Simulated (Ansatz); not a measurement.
The Ansatz input:

```
crystal:
  lattice:
    - [0.0, 3.7634024213, 3.7634024213]
    - [3.7634024213, 0.0, 3.7634024213]
    - [3.7634024213, 3.7634024213, 0.0]
  atoms:
    - { symbol: Sc, position: [0.5, 0.5, 0.5] }
    - { symbol: Sc, position: [0.75, 0.75, 0.75] }
    - { symbol: Al, position: [0.125, 0.125, 0.125] }
    - { symbol: Al, position: [0.625, 0.125, 0.125] }
    - { symbol: Al, position: [0.125, 0.625, 0.125] }
    - { symbol: Al, position: [0.125, 0.125, 0.625] }
basis:
  ecutwfc: 420
kpoints:
  mp_grid: { grid: [8, 8, 8] }
  band_path:
    path:
      - [[0.0, 0.0, 0.0], [0.5, 0.0, 0.5], [0.625, 0.25, 0.625]]
      - [[0.375, 0.375, 0.75], [0.0, 0.0, 0.0], [0.5, 0.5, 0.5], [0.5, 0.25, 0.75], [0.5, 0.0, 0.5]]
    npoints: 14
hamiltonian:
  xc: pbesol
scf:
  occupations: { method: gaussian, width: 0.1 }
  n_extra_bands: 15
output:
  forces: true
  stress: true
  eigenvalues: true
  populations: true
  dos: { projected: true, de: 0.02, nscf_kmesh: { grid: [12, 12, 12] } }
  bader: true
  write_density: true
  write_potential: true
  elf: true
  volumetric_format: npy
```

Run as:
```bash
ansatz run input.yaml --threads 1 --pin off --max-ram 2560MiB --backend cpu --events-out ev --progress --plain --runs-dir out
```

What will the band structure look like? The path is Γ–X–U|K–Γ–L–W–X.

A metal: 4 bands cross the Fermi level along this path. Bands cross the Fermi level on Γ–X, X–U, K–Γ, L–W and W–X, and not on Γ–L. At Γ the nearest levels lie 1.70 eV below and 0.36 eV above the Fermi level.

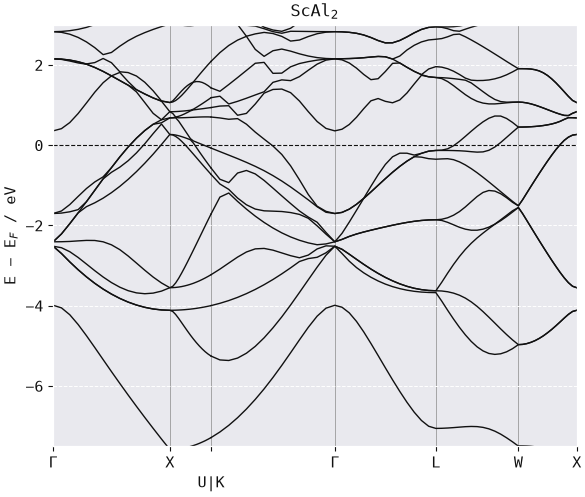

Band structure. Energies are counted from the Fermi level.
